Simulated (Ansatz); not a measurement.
# Geometry relaxation, with input and output: CoO (part 1 of 2)

CoO (R-3m, 2 atoms in the cell), computed with DFT PBEsol, scalar-relativistic, plane waves, PAW, spin-polarised (Ansatz 0.2.0).

The structure derives from a Materials Project entry. Figures and captions count atoms from 1; the log counts them from 0 in places.

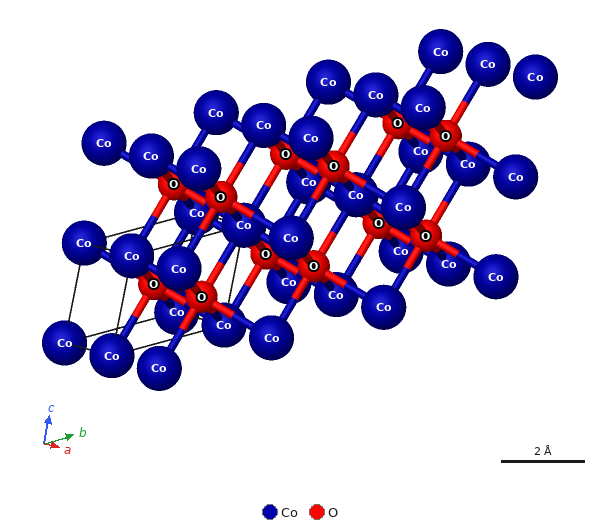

Figure 1. The input geometry (ball-and-stick view of the cell of the calculation, repeated 2 × 3 × 2, seen slightly off an axis). An atom can appear more than once, as a periodic image. Near neighbours in the periodic cell (some may lie outside the picture): Co has 6 O at 2.08 Å; O has 6 Co at 2.08 Å.

Summary

- outcome: converged
- space group (tolerance 0.01 Å): R-3m (166)
- electrons treated: 23
- free energy: −5652.3097 eV
- Fermi energy: 15.289 eV
- gap on the k-point mesh: none (metallic)
- net moment of the cell: 2.72 μB
- integrated absolute moment: 2.74 μB
- pressure: 0.01 GPa
- final volume: 17.91 Å³
- largest force (length of the vector) at the end: under 0.001 eV/Å
- final cell: a = 2.832 Å, b = 2.832 Å, c = 2.832 Å, α = 65.32°, β = 65.32°, γ = 65.32°
- hardware: 2 threads of Arm Neoverse V2, 24 GiB of memory available, shared host
- wall time: 55 s (CPU time 1.8 min)
- peak memory: 0.59 GiB

Input file
```yaml
crystal:
  lattice:
    - [1.528026831, 0.8822067022, 2.2121869874]
    - [-1.528026831, 0.8822067022, 2.2121869874]
    - [0.0, -1.7644134045, 2.2121869874]
  atoms:
    - { symbol: Co, position: [0.0, 0.0, 0.0], spin: 2.53 }
    - { symbol: O, position: [0.5, 0.5, 0.5], spin: 0.31 }
basis:
  ecutwfc: 420
kpoints:
  mp_grid: { grid: [18, 18, 18] }
hamiltonian:
  xc: pbesol
scf:
  occupations: { method: gaussian, width: 0.1 }
output:
  forces: true
  stress: true
  eigenvalues: true
  populations: true
  write_density: true
  write_potential: true
  elf: true
  volumetric_format: npy
magnetization:
  spin_polarized: true
relax:
  adjacent_minimum: "off"
  f_tol: 0.005
  max_steps: 80
  cell: { stress_tol: 0.05 }
```

Launched with:
```bash
ansatz run input.yaml --threads 2 --pin off --max-ram 5120MiB --backend cpu --events-out ev --progress --plain --runs-dir out
```

The program's output
```
Engine: ansatz 0.2.0, aarch64-unknown-linux-gnu
Pseudopotentials: kind: paw
Pseudopotential: Co, paw, valence charge 17, recommended cutoff 420 eV (normal), Co.paw.azcp
Pseudopotential: O, paw, valence charge 6, recommended cutoff 420 eV (normal), O.paw.azcp
Functional definition: PBEsol
  exchange = pbesol_x
  correlation = pbesol_c
Crystal: 2 atoms, lattice volume = 17.893 Å³
Basis set: ecut = 420 eV, 337 PW (Γ), exchange–correlation on 40×40×40 points (8 copies of the dense FFT grid, shifted against one another)
Bands: 17, of which v1, the nominal top of the filled ones, is band 12 counted from 1 (11 counted from 0)
Symmetry: 12 space group operations
Space group: R-3m (ITA 166), of the structure as read, at distance tolerance 2.6e-5 Å
Magnetic group: BNS 166.97 (UNI 1327), of the structure as read, at distance tolerance 2.6e-5 Å
k-points: 580 of 5832
Non-local potential: Co, projectors of the file, l = 0: 3, l = 1: 2, l = 2: 3, l = 3: 1
Non-local potential: O, projectors of the file, l = 0: 2, l = 1: 2, l = 2: 1
PAW form: soft (Blöchl's): semilocal exchange-correlation on the pseudo side does not see the compensation charge
PAW frozen core: Co, regenerated for the run's functional, and the local potential with it (the file was generated under x = pbe(κ = 0.804, μ = 0.2195149727645171), c = pbe(β = 0.06672455060314922))
PAW frozen core: O, regenerated for the run's functional, and the local potential with it (the file was generated under x = pbe(κ = 0.804, μ = 0.2195149727645171), c = pbe(β = 0.06672455060314922))
PAW one-centre angular grid: Co, 590 points (default); XC on 64 Gauss nodes
PAW one-centre angular grid: O, 110 points (default); XC on 64 Gauss nodes
Initial density: superposition of atomic densities (chi_scale 0.1, normalization cell, long waves kept (reshape's long-wave potential 0.00 eV rms))
Starting moments: Σ|m| = 2.84 μB on 2 of 2 sites
Initial wavefunctions: pseudopotential atomic-orbital guess
Functional: x = pbesol(κ = 0.804, μ = 0.12345679012345678), c = pbesol(β = 0.046)
SCF iter   1: F=—  HF=-5650.836648 eV  |F-HF|=—  |Δ(HF+E_count)|=         —  Δρ=1.18e-1 (↑1.00e-1 ↓1.18e-1)  dr2=6.39e0  dr2_m=7.30e-2  M=2.432 μB ∫|m|=2.433 μB  β_m=0.30  ethr=3.10e-3  ⟨swp⟩=4.8  Hψ=82699  notcnv=0
Mixer restart at iter 1: flushing history
preconditioner: auto → none  [metal: Δε(μ)=0.001 eV  Ē_g=13.842 eV  σ=0.100 eV  W_gap=0.00  n_scr=8 (ndim 8)  ℏωp=34.0 eV  f_vac=0.000  D(μ)=3.45/eV (n_scr^D=58)  sad-step TF]
SCF iter   2: F=—  HF=-5651.020541 eV  |F-HF|=—  |Δ(HF+E_count)|=   1.84e-1  Δρ=5.59e-2 (↑4.11e-2 ↓5.59e-2)  dr2=1.44e0  dr2_m=3.64e-2  M=2.461 μB ∫|m|=2.465 μB  β_m=0.40  ethr=3.10e-3  ⟨swp⟩=3.6  Hψ=47099  notcnv=0  defer=752
SCF iter   3: F=—  HF=-5651.643537 eV  |F-HF|=—  |Δ(HF+E_count)|=   6.23e-1  Δρ=2.38e-2 (↑1.75e-2 ↓2.38e-2)  dr2=7.80e-2  dr2_m=1.29e-2  M=2.509 μB ∫|m|=2.515 μB  β_m=0.53  ethr=3.10e-3  ⟨swp⟩=2.5  Hψ=37498  notcnv=0  defer=734
SCF iter   4: F=—  HF=-5652.134170 eV  |F-HF|=—  |Δ(HF+E_count)|=         —  Δρ=2.58e-2 (↑8.37e-3 ↓2.58e-2)  dr2=6.17e-2  dr2_m=2.88e-2  M=2.605 μB ∫|m|=2.614 μB  β_m=0.53  ethr=3.39e-4  ⟨swp⟩=2.0  Hψ=43351  notcnv=0  defer=726
Mixer restart at iter 4: flushing history
SCF iter   5: F=—  HF=-5652.264678 eV  |F-HF|=—  |Δ(HF+E_count)|=   1.31e-1  Δρ=1.18e-2 (↑1.18e-2 ↓6.34e-3)  dr2=1.91e-2  dr2_m=6.65e-3  M=2.590 μB ∫|m|=2.601 μB  β_m=0.53  ethr=2.68e-4  ⟨swp⟩=2.3  Hψ=37793  notcnv=0  defer=726
SCF iter   6: F=—  HF=-5652.287769 eV  |F-HF|=—  |Δ(HF+E_count)|=   2.31e-2  Δρ=2.03e-2 (↑7.60e-3 ↓2.03e-2)  dr2=3.41e-2  dr2_m=2.67e-2  M=2.685 μB ∫|m|=2.698 μB  β_m=0.15  ethr=8.29e-5  ⟨swp⟩=2.0  Hψ=47787  notcnv=0  defer=738
SCF iter   7: F=—  HF=-5652.298043 eV  |F-HF|=—  |Δ(HF+E_count)|=   1.03e-2  Δρ=7.16e-3 (↑6.72e-3 ↓7.16e-3)  dr2=9.45e-4  dr2_m=7.43e-3  M=2.663 μB ∫|m|=2.676 μB  β_m=0.51  ethr=8.29e-5  ⟨swp⟩=2.4  Hψ=34411  notcnv=0  defer=735
SCF iter   8: F=—  HF=-5652.309520 eV  |F-HF|=—  |Δ(HF+E_count)|=   1.15e-2  Δρ=2.02e-3 (↑2.02e-3 ↓1.51e-3)  dr2=1.26e-4  dr2_m=4.79e-4  M=2.710 μB ∫|m|=2.724 μB  β_m=0.51  ethr=4.11e-6  ⟨swp⟩=2.0  Hψ=41314  notcnv=0  defer=733
SCF iter   9: F=—  HF=-5652.309709 eV  |F-HF|=—  |Δ(HF+E_count)|=   1.89e-4  Δρ=2.14e-4 (↑2.14e-4 ↓1.98e-4)  dr2=2.20e-5  dr2_m=1.69e-6  M=2.715 μB ∫|m|=2.730 μB  β_m=0.69  ethr=5.48e-7  ⟨swp⟩=2.1  Hψ=29699  notcnv=0  defer=733
SCF iter  10: F=—  HF=-5652.309714 eV  |F-HF|=—  |Δ(HF+E_count)|=   4.56e-6  Δρ=3.26e-4 (↑2.32e-4 ↓3.26e-4)  dr2=9.50e-6  dr2_m=1.01e-5  M=2.717 μB ∫|m|=2.733 μB  β_m=0.68  ethr=9.56e-8  ⟨swp⟩=2.1  Hψ=25524  notcnv=0  defer=733
SCF iter  11: F=—  HF=-5652.309715 eV  |F-HF|=—  |Δ(HF+E_count)|=   1.67e-6  Δρ=1.38e-4 (↑8.39e-5 ↓1.38e-4)  dr2=1.85e-6  dr2_m=1.54e-6  M=2.717 μB ∫|m|=2.733 μB  β_m=0.84  ethr=4.13e-8  ⟨swp⟩=2.2  Hψ=24655  notcnv=0  defer=734
SCF iter  12: F=—  HF=-5652.309716 eV  |F-HF|=—  |Δ(HF+E_count)|=   2.28e-7  Δρ=2.02e-5 (↑1.45e-5 ↓2.02e-5)  dr2=3.27e-8  dr2_m=4.09e-8  M=2.717 μB ∫|m|=2.733 μB  β_m=0.92  ethr=8.06e-9  ⟨swp⟩=2.0  Hψ=25404  notcnv=0  defer=735
SCF iter  13: F=-5652.309716 eV  HF=-5652.309716 eV  |F-HF|=5.67e-10  |Δ(HF+E_count)|=   4.53e-9  Δρ=2.10e-6 (↑4.57e-7 ↓2.10e-6)  dr2=6.33e-10  dr2_m=1.54e-10  M=2.717 μB ∫|m|=2.733 μB  ethr=1.42e-10  ⟨swp⟩=7.4  Hψ=112299  notcnv=0
SCF 1 converged in 13 iterations: F = -5652.309716 eV  dr2 = 6.33e-10
  greatest PAW one-centre occupation: 1.004 electrons in one spin orbital (limit 2), on the Co atom at site 0 (counted from 0), in its partial waves of l = 1
relax step   1: F+E_penalty+E_count = -5652.30971567 eV  Δ(F+E_penalty+E_count) = +0.000e0 eV  max|allowed force component| = 4.207e-30 eV/Å  Δτ_max = 0.0000 Å  P = +0.187 GPa  Ω = 17.893 Å³  (13 SCF iters, dr2 threshold 1.00e-7 eV, accepted)
Crystal: 2 atoms, lattice volume = 17.901 Å³
Initial density: handed on by an earlier stage of this run
Starting moments: Σ|m| = 2.84 μB on 2 of 2 sites; this step starts from the density that it was given
Initial wavefunctions: those handed on with the density
iter 1 solved again at ethr=9.52e-10 eV; its pass at ethr=3.10e-3 eV (dr2=2.19e-7 eV) is discarded
SCF iter   1: F=—  HF=-5652.309680 eV  |F-HF|=—  |Δ(HF+E_count)|=         —  Δρ=8.46e-5 (↑8.46e-5 ↓5.86e-5)  dr2=4.30e-7  dr2_m=6.02e-7  M=2.718 μB ∫|m|=2.734 μB  β_m=0.65  ethr=9.52e-10  ⟨swp⟩=3.0  Hψ=116023  notcnv=0
preconditioner: auto → none  [metal: Δε(μ)=0.001 eV  Ē_g=14.306 eV  σ=0.100 eV  W_gap=0.01  n_scr=0 (ndim 8)  ℏωp=34.0 eV  f_vac=0.000  D(μ)=3.10/eV (n_scr^D=56)]
SCF iter   2: F=—  HF=-5652.309681 eV  |F-HF|=—  |Δ(HF+E_count)|=   7.65e-7  Δρ=7.75e-5 (↑2.41e-5 ↓7.75e-5)  dr2=4.95e-7  dr2_m=3.48e-7  M=2.718 μB ∫|m|=2.734 μB  β_m=0.61  ethr=9.52e-10  ⟨swp⟩=2.0  Hψ=33539  notcnv=0
SCF iter   3: F=—  HF=-5652.309682 eV  |F-HF|=—  |Δ(HF+E_count)|=   6.69e-7  Δρ=6.78e-5 (↑6.78e-5 ↓2.74e-5)  dr2=1.74e-7  dr2_m=3.36e-7  M=2.719 μB ∫|m|=2.734 μB  β_m=0.58  ethr=9.52e-10  ⟨swp⟩=2.0  Hψ=33580  notcnv=0
SCF iter   4: F=—  HF=-5652.309682 eV  |F-HF|=—  |Δ(HF+E_count)|=   1.45e-7  Δρ=3.37e-5 (↑1.86e-5 ↓3.37e-5)  dr2=5.77e-8  dr2_m=1.02e-7  M=2.719 μB ∫|m|=2.735 μB  β_m=0.80  ethr=7.58e-10  ⟨swp⟩=2.2  Hψ=32531  notcnv=0
SCF iter   5: F=—  HF=-5652.309682 eV  |F-HF|=—  |Δ(HF+E_count)|=   2.15e-8  Δρ=2.06e-5 (↑1.88e-5 ↓2.06e-5)  dr2=8.76e-8  dr2_m=3.48e-8  M=2.719 μB ∫|m|=2.735 μB  β_m=0.63  ethr=2.51e-10  ⟨swp⟩=2.0  Hψ=30986  notcnv=0
iter 6 did not close the SCF: its close was put off for a magnetic moment that had not settled (scf_convergence_deferred on its scf_iter line)
SCF iter   6: F=-5652.309682 eV  HF=-5652.309682 eV  |F-HF|=8.22e-8  |Δ(HF+E_count)|=   6.30e-8  Δρ=3.01e-5 (↑1.15e-5 ↓3.01e-5)  dr2=1.01e-7  dr2_m=5.66e-8  M=2.719 μB ∫|m|=2.735 μB  β_m=0.79  ethr=2.51e-10  ⟨swp⟩=5.1  Hψ=99597  notcnv=0
SCF iter   7: F=-5652.309682 eV  HF=-5652.309682 eV  |F-HF|=3.26e-9  |Δ(HF+E_count)|=   1.15e-8  Δρ=6.23e-6 (↑2.24e-6 ↓6.23e-6)  dr2=4.00e-9  dr2_m=2.46e-9  M=2.719 μB ∫|m|=2.735 μB  ethr=2.51e-10  ⟨swp⟩=5.2  Hψ=96041  notcnv=0
SCF 2 converged in 7 iterations: F = -5652.309682 eV  dr2 = 4.00e-9
relax step   2: F+E_penalty+E_count = -5652.30968181 eV  Δ(F+E_penalty+E_count) = +3.386e-5 eV  max|allowed force component| = 1.788e-29 eV/Å  Δτ_max = 0.0000 Å  P = +0.111 GPa  Ω = 17.901 Å³  energy of the carried Pulay correction = -4.305e-5 eV  (7 SCF iters, dr2 threshold 1.31e-7 eV, accepted)
Crystal: 2 atoms, lattice volume = 17.914 Å³
iter 1 solved again at ethr=3.16e-9 eV; its pass at ethr=3.10e-3 eV (dr2=7.26e-7 eV) is discarded
SCF iter   1: F=—  HF=-5652.309616 eV  |F-HF|=—  |Δ(HF+E_count)|=         —  Δρ=1.37e-4 (↑1.37e-4 ↓9.92e-5)  dr2=1.44e-6  dr2_m=1.48e-6  M=2.721 μB ∫|m|=2.736 μB  β_m=0.65  ethr=3.16e-9  ⟨swp⟩=3.1  Hψ=117123  notcnv=0
preconditioner: auto → none  [metal: Δε(μ)=0.001 eV  Ē_g=14.297 eV  σ=0.100 eV  W_gap=0.01  n_scr=0 (ndim 8)  ℏωp=34.0 eV  f_vac=0.000  D(μ)=3.10/eV (n_scr^D=56)]
SCF iter   2: F=—  HF=-5652.309618 eV  |F-HF|=—  |Δ(HF+E_count)|=   1.70e-6  Δρ=1.22e-4 (↑3.56e-5 ↓1.22e-4)  dr2=1.36e-6  dr2_m=7.85e-7  M=2.721 μB ∫|m|=2.736 μB  β_m=0.56  ethr=3.16e-9  ⟨swp⟩=2.0  Hψ=33504  notcnv=0
SCF iter   3: F=—  HF=-5652.309619 eV  |F-HF|=—  |Δ(HF+E_count)|=   1.33e-6  Δρ=9.71e-5 (↑9.71e-5 ↓4.75e-5)  dr2=2.76e-7  dr2_m=7.84e-7  M=2.721 μB ∫|m|=2.737 μB  β_m=0.40  ethr=3.16e-9  ⟨swp⟩=2.0  Hψ=33581  notcnv=0
SCF iter   4: F=—  HF=-5652.309620 eV  |F-HF|=—  |Δ(HF+E_count)|=   4.19e-7  Δρ=5.68e-5 (↑4.39e-5 ↓5.68e-5)  dr2=6.82e-8  dr2_m=4.04e-7  M=2.722 μB ∫|m|=2.737 μB  β_m=0.36  ethr=1.20e-9  ⟨swp⟩=2.6  Hψ=32937  notcnv=0
SCF iter   5: F=—  HF=-5652.309620 eV  |F-HF|=—  |Δ(HF+E_count)|=   1.91e-7  Δρ=1.72e-5 (↑1.72e-5 ↓1.28e-5)  dr2=1.40e-8  dr2_m=3.13e-8  M=2.722 μB ∫|m|=2.738 μB  β_m=0.55  ethr=2.96e-10  ⟨swp⟩=2.1  Hψ=31137  notcnv=0
SCF iter   6: F=—  HF=-5652.309620 eV  |F-HF|=—  |Δ(HF+E_count)|=   3.26e-8  Δρ=5.46e-6 (↑2.77e-6 ↓5.46e-6)  dr2=5.06e-9  dr2_m=1.20e-9  M=2.722 μB ∫|m|=2.738 μB  β_m=0.71  ethr=6.11e-11  ⟨swp⟩=2.5  Hψ=31204  notcnv=0
SCF iter   7: F=-5652.309620 eV  HF=-5652.309620 eV  |F-HF|=1.94e-9  |Δ(HF+E_count)|=   2.93e-8  Δρ=5.07e-6 (↑1.47e-6 ↓5.07e-6)  dr2=2.52e-9  dr2_m=1.53e-9  M=2.722 μB ∫|m|=2.738 μB  ethr=2.20e-11  ⟨swp⟩=4.5  Hψ=96280  notcnv=0
SCF 3 converged in 7 iterations: F = -5652.309620 eV  dr2 = 2.52e-9
relax step   3: F+E_penalty+E_count = -5652.30961973 eV  Δ(F+E_penalty+E_count) = +6.208e-5 eV  max|allowed force component| = 3.155e-30 eV/Å  Δτ_max = 0.0000 Å  P = -0.004 GPa  Ω = 17.914 Å³  energy of the carried Pulay correction = -1.110e-4 eV  (7 SCF iters, dr2 threshold 5.10e-8 eV, accepted)
Initial wavefunctions: pseudopotential atomic-orbital guess (no wavefunctions were taken with the density)
iter 1 solved again at ethr=7.10e-9 eV; its pass at ethr=3.10e-3 eV (dr2=1.63e-6 eV) is discarded
```
